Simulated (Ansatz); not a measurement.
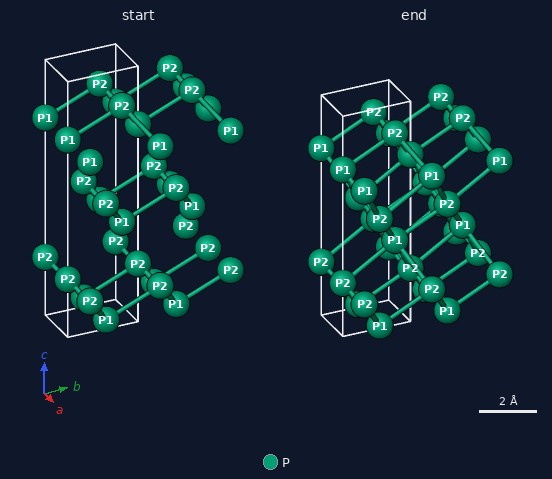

The structure of a crystal of P (set up in R-3m) before (left) and after (right) a relaxation, at one scale.

Style: ball-and-stick. Shown: the conventional cell (3 times the calculation's cell), repeated 2 × 2 × 1 with one cell outlined, slightly off an axis. Lengths and directions refer to the drawn axes.

The run lets cell and atoms move.

Theory: Kohn-Sham DFT of a periodic cell, r2SCAN, Ansatz PAW in Ansatz.

Input
```yaml
crystal:
  lattice:
    - [1.725725178, 0.9963478961, 3.1296800121]
    - [-1.725725178, 0.9963478961, 3.1296800121]
    - [0.0, -1.9926957921, 3.1296800121]
  atoms:
    - { symbol: P, position: [0.77291975, 0.77291975, 0.77291975] }
    - { symbol: P, position: [0.22708025, 0.22708025, 0.22708025] }
hamiltonian:
  xc: r2scan
  pseudopotentials: { kind: paw }
kpoints:
  mp_grid: { grid: [9, 9, 9] }
scf:
  occupations: { method: fermi_dirac, width: 0.05 }
output:
  forces: true
  stress: true
  eigenvalues: true
relax:
  f_tol: 0.01
  max_steps: 40
  cell: { stress_tol: 0.05, p_target: 20.0 }
```

Launched with:
```bash
ansatz run input.yaml --threads 2 --pin off --max-ram 5632MiB --backend cpu --events-out ev --progress --plain --runs-dir out
```

**What changed between the two?**

The largest moves relative to the cell, 0.12 Å, are those of P1 and P2. P2 goes along +c. Cell: a = b 3.451 → 3.320 Å (−3.8 %), c 9.389 → 8.091 Å (−13.8 %). Volume −20.3 %. Among the contacts that change: P1–P2 2.820 → 2.419 Å, P1–P2 (another image) 2.293 → 2.273 Å. Bond angles that change, for instance: P2–P1–P2 97.6° → 93.8°. The space group stays R-3m (No. 166). Over 7 accepted moves (10 points after the start) the energy rises by 148 meV per atom. With the target pressure of 20 GPa, the enthalpy E + pV changes by −260 meV per atom. Largest force component: 0.038 eV/Å at the start, 0.00063 eV/Å at the end. The pressure goes from 0.71 to 19.99 GPa. The line search rejected the trial step at point 4 of the run. The SCF was repeated twice at an unchanged geometry on a basis and grid sized afresh for the cell, which shifted the energy by 0.4 meV per atom at most.
